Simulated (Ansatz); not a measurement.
## Electronic structure of LiTaO2 in real space

```
CELL_PARAMETERS angstrom
3.27136 0.00000 0.00000
-1.63568 2.83308 0.00000
0.00000 0.00000 7.22737
ATOMIC_POSITIONS crystal
Li 0.00000 0.00000 0.00000
Ta 0.00000 0.00000 0.50000
O 0.00000 0.00000 0.24431
O 0.00000 0.00000 0.75569
```

Space group P6/mmm; a structure generated by program, which may or may not match a known phase.

Level of theory: DFT PBE, scalar-relativistic, plane waves, PAW in Ansatz.

In a PAW calculation such maps are meaningful between the atoms, not at the nuclei.

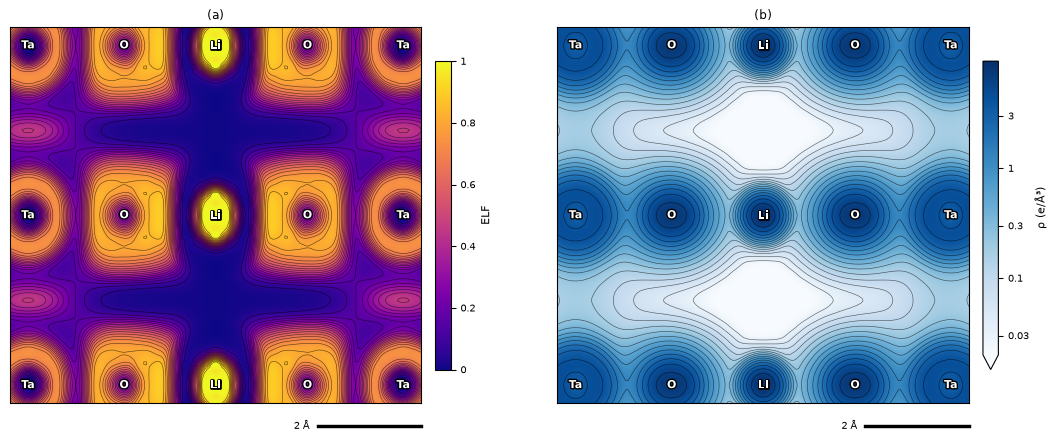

Figure 1. (a) ELF; (b) valence charge density (pseudo) on the (11̄0) plane of the conventional cell.

### What does the map show?

- Atoms in the plane: Li, Ta and O.
- Li–O (1.77 Å): ρ at the midpoint is about 0.6 e/Å³; the ELF peaks at about 0.90 in the valence shell of O, 0.7 Å from its nucleus, and is about 0.65 at the midpoint.
- Ta–O (1.85 Å): ρ at the midpoint is about 1.3 e/Å³; the ELF peaks at about 0.80 in the valence shell of O, 0.5 Å from its nucleus, and drops to about 0.25 between the two atoms (no localised pair shows between them).
- Between the atoms the lowest density in this plane is 0.007 e/Å³.
- The features right at Li and Ta lie inside the PAW spheres, where the map follows smoothed inner orbitals and isn't to be read closely.

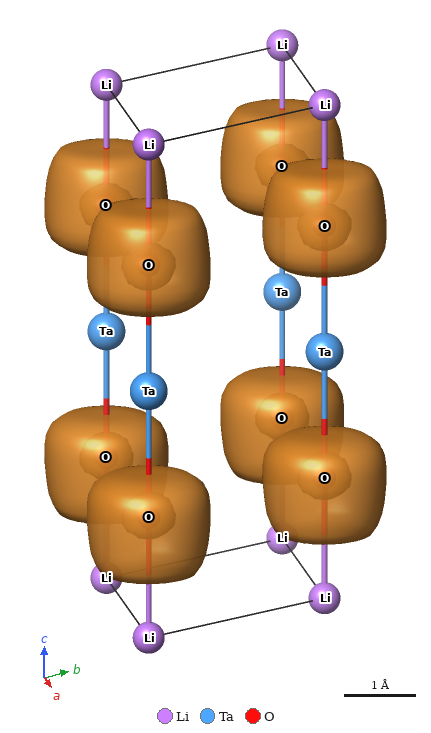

Figure 2. Isosurface of the ELF at 0.7 (orange), seen slightly off an axis. Core shells and regions of very low density are left out. Sticks mark near contacts.

### Describe the localisation domains.

At this value the surface marks out two regions wrapped around O (the valence shell of each), counted in one cell of 4 atoms. Any copies at cell faces, edges or corners count once.

### Metal or insulator at this level of theory?

It is gapless in this calculation (a metal or semimetal); semilocal functionals without U, or without the true magnetic order, often close the gap of such compounds.
